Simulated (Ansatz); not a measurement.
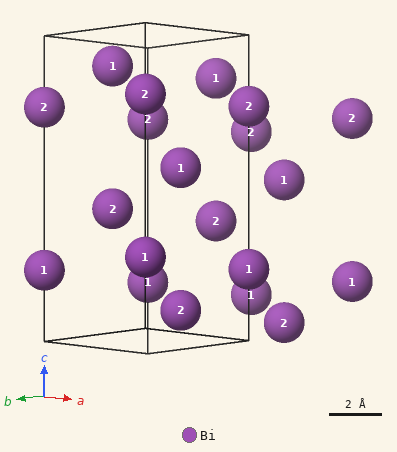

A crystal of Bi (built on the A7 type), before the relaxation. Style: spheres-only. Shown: the conventional cell (3 times the calculation's cell), repeated 2 × 1 × 1 with one cell outlined, from a free direction. Lengths and directions refer to the drawn axes.

Case: volume 37.218 Å^3/atom.

Level of theory: Ansatz, DFT PBE, spin-orbit coupling, plane waves, PAW.

The input:
```yaml
crystal:
  lattice:
    - [2.2994627233, 1.3275954223, 4.0638835626]
    - [-2.2994627233, 1.3275954223, 4.0638835626]
    - [0.0, -2.6551908445, 4.0638835626]
  atoms:
    - { symbol: Bi, position: [0.2333574206, 0.2333574206, 0.2333574206] }
    - { symbol: Bi, position: [0.7666425794, 0.7666425794, 0.7666425794] }
basis:
  ecutwfc: 420
  ecutrho_ratio: 4
kpoints:
  mp_grid: { grid: [12, 12, 12] }
hamiltonian:
  xc: pbe
scf:
  occupations: { method: gaussian, width: 0.05 }
output:
  forces: true
  stress: true
  eigenvalues: true
  populations: true
magnetization:
  noncollinear: true
  spin_orbit: true
relax:
  f_tol: 0.01
  max_steps: 40
  cell: { stress_tol: 0.1, fix: [volume] }
```

What does the optimiser find from here?

Answer. The largest moves relative to the cell, 0.004 Å, are those of Bi1 and Bi2. Bi1 goes along −c. The drawn cell changes at constant volume: a = b 4.599 → 4.609 Å (+0.2 %), c 12.192 → 12.137 Å (−0.4 %). The space group stays R-3m (No. 166). The energy falls by 0.2 meV per atom in 2 accepted moves (3 points after the start). Largest force component: 0.028 eV/Å at the start, 0.0069 eV/Å at the end. Pressure: 0.71 GPa at the start and 0.76 GPa at the end. The SCF was repeated once at an unchanged geometry on a basis and grid sized afresh for the cell, which shifted the energy by less than 0.05 meV per atom at most.

History of the run:

```csv
step,"E − E(0), meV/atom","largest force component, eV/Å","pressure, GPa",note
0,0.00,0.0277,0.71,
1,-0.15,0.0141,0.78,
2,-0.18,0.0069,0.76,
3,-0.18,0.0069,0.76,"same geometry, new basis"
```

Final geometry:

```
Bi
1.0
     2.30460    1.33056    4.04577
    -2.30460    1.33056    4.04577
     0.00000   -2.66113    4.04577
Bi
2
Direct
  0.23301 0.23301 0.23301
  0.76699 0.76699 0.76699
```
